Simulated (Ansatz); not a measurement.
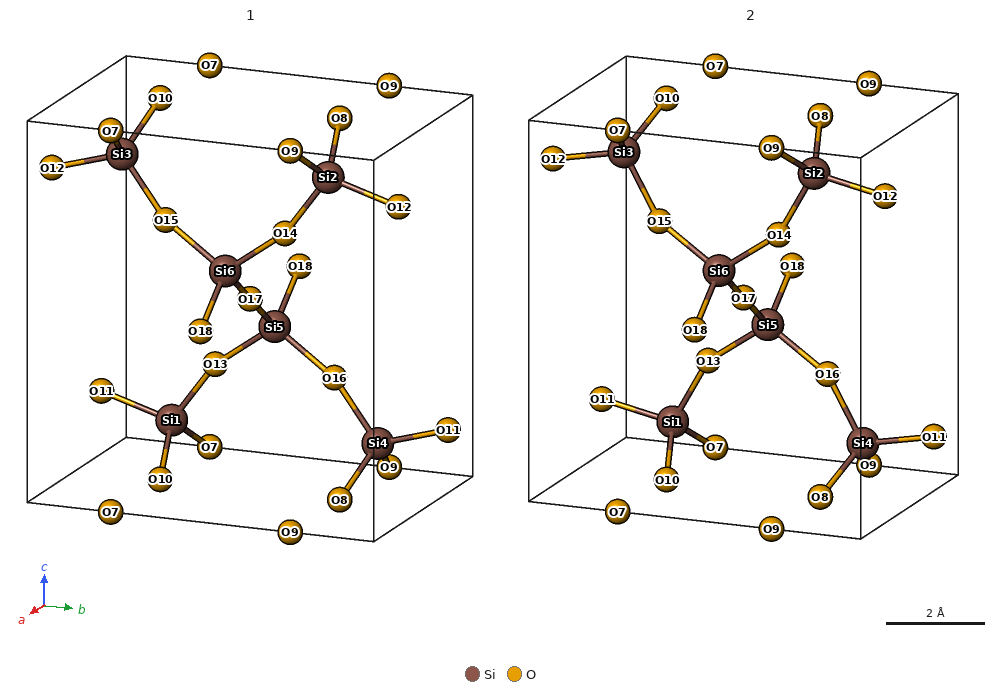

Two geometries of a crystal of SiO$_{2}$ (set up in Pmma): one is the relaxed structure, the other was perturbed away from it. The picture is a ball-and-stick view of the cell of the calculation, seen slightly off an axis.

Computed with Ansatz 0.2.0, DFT LDA, scalar-relativistic, plane waves, PAW. Set-up: plane-wave cutoff 420 eV; k-point mesh 4 × 4 × 4; occupations gaussian; smearing width 0.02 eV; no spin polarisation.

Q: Which is the distorted one, and what does the distortion cost?

A: Structure 1 is the perturbed one. The volume is changed by +6.0 %. The cell's shape and the atoms are relaxed at that volume. The energy rises by 15.4 meV per atom. The pressure goes from 0.0 to −5.1 GPa. The volume changes by +6.0 %, with a 5.222 → 5.299 Å (+1.5 %), b 7.367 → 7.691 Å (+4.4 %), c 8.120 → 8.124 Å (+0.1 %). The largest moves relative to the cell, 0.21 Å, are those of O7, O8, O9 and O10. O7 goes along −b. Largest moves by element: O 0.21 Å, Si 0.09 Å. Near-neighbour distances before and after: O–Si 1.603 → 1.617 to 1.625 Å. The space group stays Pmma (No. 51).
